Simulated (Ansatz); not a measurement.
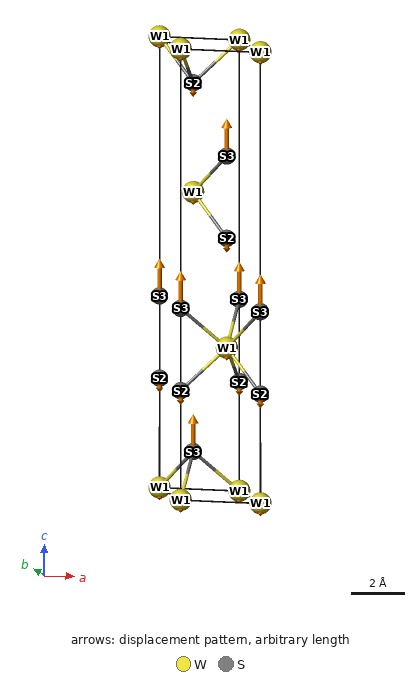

One vibrational mode of solid WS2 relaxed at 5 GPa at the zone centre. The orange arrows give the relative displacements of the atoms. Style: ball-and-stick. Shown: the conventional cell (3 times the calculation's cell), slightly off an axis. Lengths and directions refer to the drawn axes.

The calculation used DFT PBE+D3(BJ), scalar-relativistic, plane waves, PAW (Ansatz). Set-up: plane-wave cutoff 420 eV; k-point mesh 12 × 12 × 12; occupations fixed; target pressure 5 GPa; no spin polarisation.

Frequencies are those without the non-analytic (LO–TO) term.

Question: Describe the mode and give its frequency.

Answer: This is the A₁ mode at 435 cm⁻¹, optical level 3 of 4, counted from below, infrared- and Raman-active by symmetry. All motion is along c; the kinetic energy is shared as S 91 %, W 9 %. Its infrared intensity is 0.047 (D/Å)²/amu.
